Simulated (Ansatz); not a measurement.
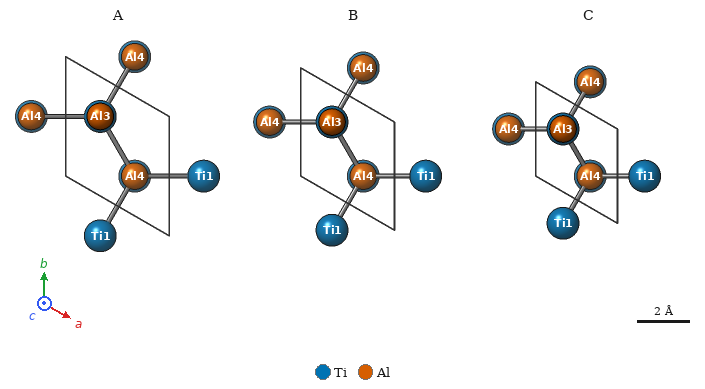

3 geometries from one relaxation of solid TiAl (built on the wurtzite_186 type) (coarse preliminary run), in shuffled order. Style: ball-and-stick. Shown: the cell of the calculation, along the c axis.

Case: wurtzite type (P6_3mc, No. 186).

Theory: Ansatz 0.2.0, DFT PBE, scalar-relativistic, plane waves, PAW. Settings: plane-wave cutoff 420 eV; k-point mesh 6 × 6 × 4; occupations gaussian; smearing width 0.1 eV; no spin polarisation; cell and atoms relaxed; force threshold 0.04 eV/Å; at most 70 steps.

Question: Order the frames from highest to lowest energy.

Answer: C, B, A. They are steps 0, 3, 11, at +5.973 eV per cell of the calculation, +2.102 eV per cell of the calculation relative to the last. The energy falls by 5.973 eV per cell of the calculation in 9 accepted moves (11 points after the start). Largest force component: 0.58 eV/Å at the start, 0.0031 eV/Å at the end. The pressure goes from 40.28 to −0.03 GPa. The SCF was repeated twice at an unchanged geometry on a basis and grid sized afresh for the cell, which shifted the energy by 0.269 eV per cell of the calculation at most. The largest moves relative to the cell, 0.30 Å, are those of Ti and Al atoms. By element the largest moves are Ti 0.30 Å, Al 0.30 Å. The volume changes by +41.9 %, with a = b 3.650 → 4.621 Å (+26.6 %), c 5.846 → 5.176 Å (−11.5 %). Some distances before and after: Al–Ti 3.612 → 2.588 Å, Al–Ti 2.217 → 2.668 Å, Al–Ti 2.234 → 2.588 Å. New bonds form: Al–Ti (3.61 → 2.59 Å). Among the angles between lasting bonds that change: Al–Ti–Al 108.1° → 90.0°, Ti–Al–Ti 108.1° → 90.0°, Al–Ti–Al 110.8° → 120.0°. The space group (tolerance 0.01 Å) goes from P6_3mc (No. 186) to P6_3/mmc (No. 194).
